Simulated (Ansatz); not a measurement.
One cell, run at 4 values of the response cutoff (empty bands raised with it).
- system: GaAs (F-43m, 2 atoms in the cell)
- method: Ansatz 0.2.0-dev, G0W0@PBE, plasmon-pole screening, hand-made PAW set; cutoff 1020 eV, 2×2×2 k-mesh
Dashed lines or grey bands mark the tolerance: 0.05 eV.
Values: 180 eV, 280 eV, 350 eV and 444.7 eV.

How do the results converge (to 0.05 eV)?

Answer. The quasiparticle gap is within 0.05 eV of the largest setting's value at every setting shown, 180 eV included. The largest deviation is 0.02 eV. On so coarse a k-mesh the values belong to these settings and aren't the crystal's converged gap.

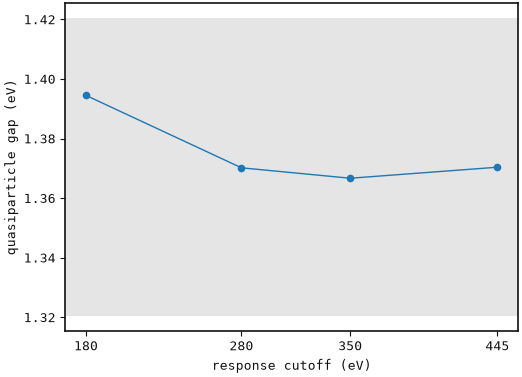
